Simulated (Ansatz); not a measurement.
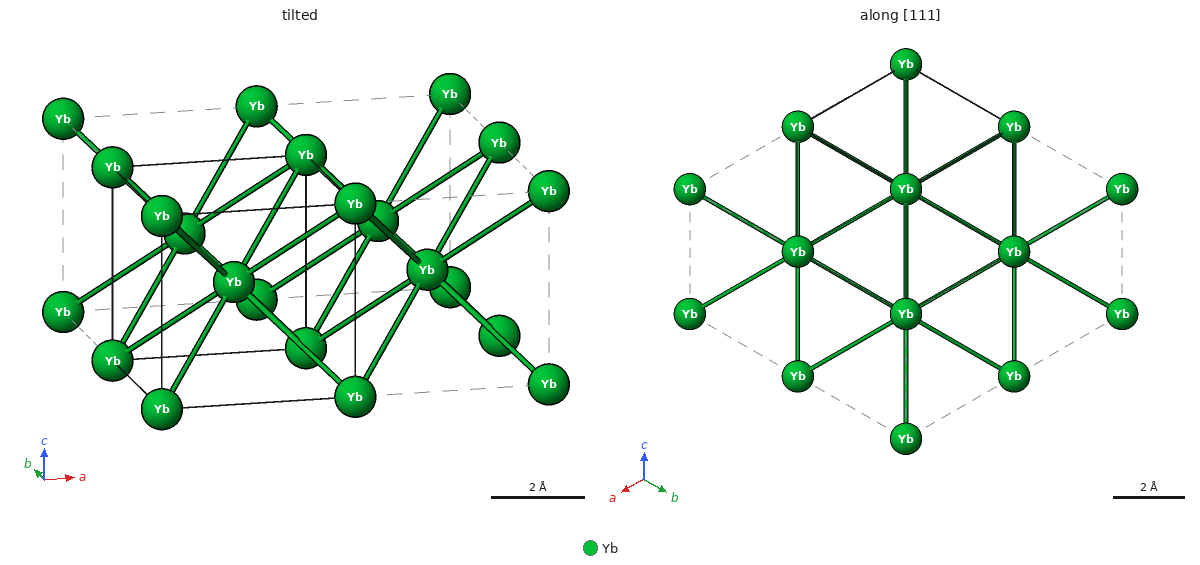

The crystal in a ball-and-stick representation, seen slightly off an axis and along [111]. The solid frame is a single conventional unit cell within a 2×2×1 block. Cell: a = 4.331 Å, b = 4.331 Å, c = 4.331 Å, α = 90.00°, β = 90.00°, γ = 90.00°.

- The element is ytterbium.
- It takes space group Im-3m (No. 229) on a body-centred cubic lattice.
- Among the common structure types it is body-centred cubic (W type).
- The cell holds two atoms.
- Yb is linked to eight Yb in a cubic arrangement at about 3.8 Å.
- The bonds build a three-dimensional framework.

The cell started as a structure listed in the Materials Project. The cell was then strained or its atoms displaced on purpose. It was the input of a calculation with Ansatz.
